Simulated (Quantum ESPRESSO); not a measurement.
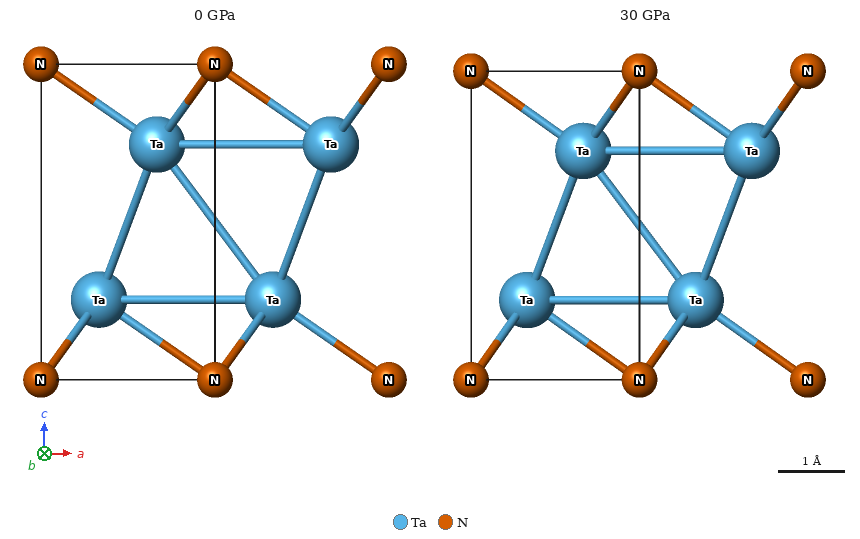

Solid Ta$_{2}$N (set up in P-3m1), relaxed (cell and atoms) at several target pressures. The picture shows the first and the last member. A ball-and-stick model of the cell of the calculation, repeated 2 × 1 × 1 with one cell outlined, seen along the b axis.

Computed with Quantum ESPRESSO 7.5: PBEsol, GBRV 1.5 PBEsol. (plane-wave cutoff 870.8 eV; k-point mesh 10 × 10 × 6; occupations fermi-dirac; smearing width 0.05 eV; no spin polarisation)

```json
{"pressure (GPa)": "0", "volume (Å³/atom)": "13.193", "a (Å)": "3.075", "c (Å)": "4.833"}
{"pressure (GPa)": "2", "volume (Å³/atom)": "13.101", "a (Å)": "3.067", "c (Å)": "4.826"}
{"pressure (GPa)": "5", "volume (Å³/atom)": "12.972", "a (Å)": "3.055", "c (Å)": "4.815"}
{"pressure (GPa)": "10", "volume (Å³/atom)": "?", "a (Å)": "?", "c (Å)": "?"}
{"pressure (GPa)": "20", "volume (Å³/atom)": "12.416", "a (Å)": "3.006", "c (Å)": "4.760"}
{"pressure (GPa)": "30", "volume (Å³/atom)": "12.105", "a (Å)": "2.978", "c (Å)": "4.727"}
```

> One row is withheld. What does the calculation give there?

Murnaghan's form V = V₀(1 + B′P/B₀)^(−1/B′), with V₀ = 13.193 Å³ from the row at zero pressure, fits the other rows with B₀ = 286 GPa and B′ = 4.44 (largest miss 0.002 Å³). At 10 GPa it gives 13.193 × (1 + 4.44 × 10/286)^(−1/4.44) = 12.771 Å³ per atom. The calculation gives 12.772 Å³/atom (a = 3.037 Å, c = 4.796 Å). The estimate is 0.001 Å³/atom too low. From the first member to the last: Ta–Ta 2.965 → 2.858 Å, Ta–Ta 3.075 → 2.978 Å, N–Ta 2.159 → 2.110 Å.

The whole series:

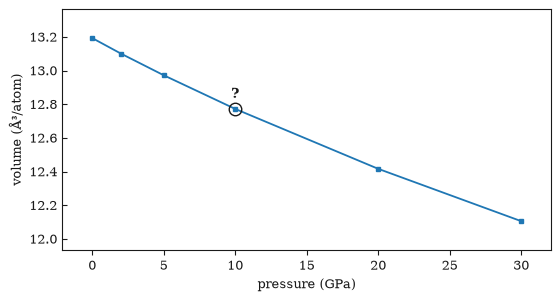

Each member starts from this one structure; whether another phase lies lower wasn't checked.
